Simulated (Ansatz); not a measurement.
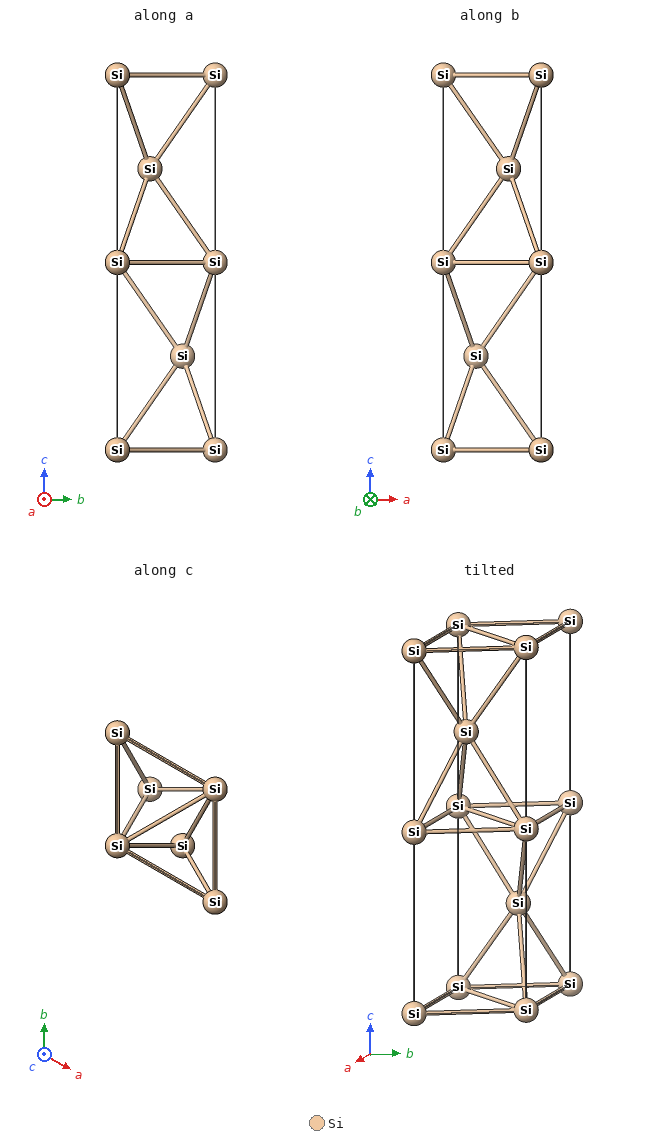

Drawn in the ball-and-stick manner and seen along the a axis, along the b axis, along the c axis and slightly off an axis. The wireframe shows the conventional unit cell.

Lattice parameters: a = 2.564 Å, b = 2.564 Å, c = 8.516 Å, α = 90.00°, β = 90.00°, γ = 120.00°.

**Give the structure in the form of a table of Wyckoff sites.**

Space group P6_3/mmc (No. 194).
```json
{"atom": "Si", "site": "2a", "x": "0.0000", "y": "0.0000", "z": "0.0000"}
{"atom": "Si", "site": "2c", "x": "0.3333", "y": "0.6667", "z": "0.2500"}
```

Origin of the cell: a structure type filled with this element by a generator (whether the element takes this form wasn't checked). Earlier steps of the study may have refined or changed the cell and positions. An electronic-structure calculation with Ansatz was run on it.

At this level of theory the cell isn't at rest (compressed, at 15 GPa), so its distances can differ from those at equilibrium, the more so the softer the solid.
